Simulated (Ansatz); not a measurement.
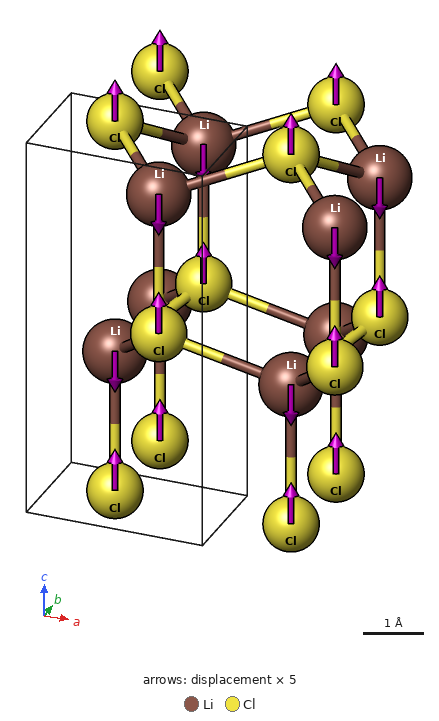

A symmetric starting cell of LiCl. The purple arrows show how the atoms are displaced (without the part that the change of the cell carries along), magnified 5 times. Besides, the cell is strained by −3.1 % along c and −0.1 % across it (volume −3.3 %). The picture is a ball-and-stick view of the cell of the calculation, repeated 2 × 2 × 1 with one cell outlined, seen slightly off an axis.

Theory: Ansatz, DFT PBE, scalar-relativistic, plane waves, PAW. Settings: plane-wave cutoff 420 eV; k-point mesh 9 × 9 × 4; occupations gaussian; smearing width 0.02 eV; no spin polarisation.

Describe the displacements and the computed response.

Atoms are displaced by 0.15 Å relative to the cell. No relaxation follows. The starting cell wasn't computed here and needn't be at equilibrium, so pressure and forces aren't due to the change alone. Near-neighbour distances before and after: Cl–Li 2.397 → 2.032 to 2.494 Å. The space group stays P6_3mc (No. 186). The pressure is 2.9 GPa (not all of it need come from the change, since the unchanged cell can be under pressure at this level too). The principal stresses (compression positive) are 10.4 GPa along c and −0.8 GPa across it. The largest forces, 1.5 eV/Å, act on Li and Cl. The forces point straight back along the displacements (cosine −1.00).
